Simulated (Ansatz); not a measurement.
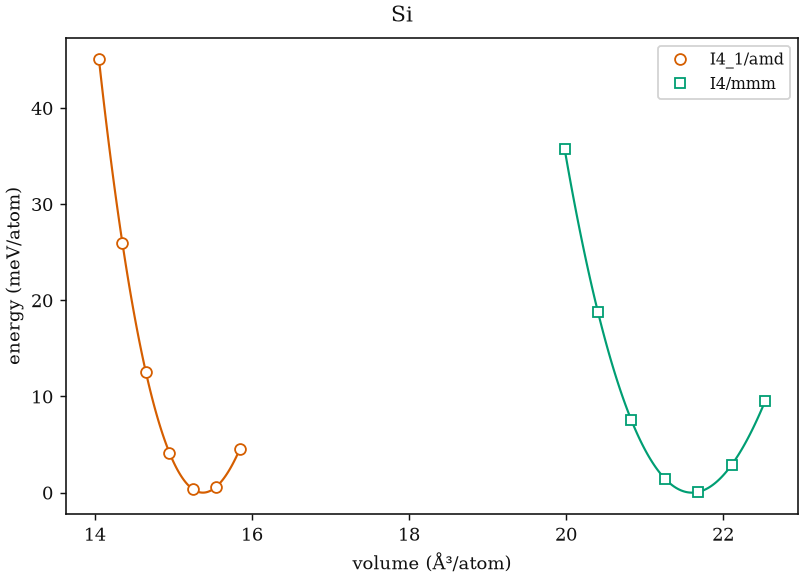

The picture above shows the energy against volume, with one curve for each structure, for Si. Each energy curve has its own zero, so the curves don't rank the structures.

Computed with Ansatz 0.2.0: plane-wave DFT, no spin polarisation; energies at scaled volumes of the given cell, shape and fractions fixed, counted from the fit's minimum, third-order Birch-Murnaghan fit. Level: PBE.

```csv
setting,value
occupations,Fermi–Dirac
smearing width,0.05 eV
potentials,Ansatz PAW
wave cutoff,420 eV
density cutoff,1680 eV
```

Settings that differ: I4_1/amd: k mesh 11×11×11; I4/mmm: k mesh 8×8×8.

Q: Order the curves by fitted equilibrium volume, smallest first.

A: I4_1/amd 15.377, I4/mmm 21.605 Å³/atom.

Q: Order the curves by fitted bulk modulus, smallest first.

A: I4/mmm 82.0, I4_1/amd 106.9 GPa.

Keep in mind: shape and atomic fractions are frozen while scaling, which makes layered, chain and framework solids too stiff.
